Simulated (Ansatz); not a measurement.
System: Ta3N5.

```
Ta N
1.0
     3.87776    0.00000    0.00000
     0.00000   10.21605    0.00000
     0.00000    0.00000   10.23780
Ta N
12 20
Direct
  0.00000 0.19878 0.75000
  0.50000 0.69878 0.75000
  0.00000 0.80122 0.25000
  0.50000 0.30122 0.25000
  0.00000 0.13371 0.05930
  0.50000 0.63371 0.05930
  0.00000 0.86629 0.55930
  0.50000 0.36629 0.55930
  0.00000 0.86629 0.94070
  0.50000 0.36629 0.94070
  0.00000 0.13371 0.44070
  0.50000 0.63371 0.44070
  0.00000 0.76415 0.75000
  0.50000 0.26415 0.75000
  0.00000 0.23585 0.25000
  0.50000 0.73585 0.25000
  0.00000 0.04700 0.61992
  0.50000 0.54700 0.61992
  0.00000 0.95300 0.11992
  0.50000 0.45300 0.11992
  0.00000 0.95300 0.38008
  0.50000 0.45300 0.38008
  0.00000 0.04700 0.88008
  0.50000 0.54700 0.88008
  0.00000 0.30870 0.57330
  0.50000 0.80870 0.57330
  0.00000 0.69130 0.07330
  0.50000 0.19130 0.07330
  0.00000 0.69130 0.42670
  0.50000 0.19130 0.42670
  0.00000 0.30870 0.92670
  0.50000 0.80870 0.92670
```

Space group Cmcm.

These are results of DFT PBEsol, spin-orbit coupling, plane waves, PAW (Ansatz 0.2.0), not measurements.

Q: Predict the valence pseudo-density and electron localisation function between the atoms.

A: Ta–N (2.04 Å): ρ at the midpoint is about 0.86 e/Å³; the ELF peaks at about 0.85 in the valence shell of N, 0.6 Å from its nucleus, and is about 0.30 at the midpoint (no localised pair shows between them).
Ta–N (2.13 Å): ρ at the midpoint is about 0.7 e/Å³; the ELF peaks at about 0.80 in the valence shell of N, 0.7 Å from its nucleus, and is about 0.25 at the midpoint: no localised pair shows between them.

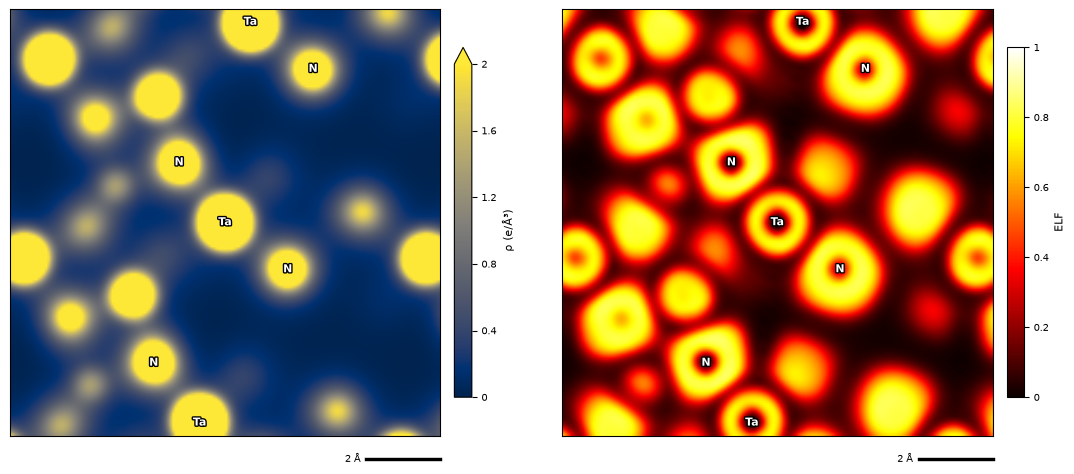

Computed valence pseudo-density and electron localisation function on the (111) plane of the conventional cell, in this order. Atoms just off the plane (Ta, 0.4 Å away and N, 0.4 Å away) can leave unmarked features too.

The density is the valence pseudo-density of a PAW calculation; it isn't the true density close to the nuclei.
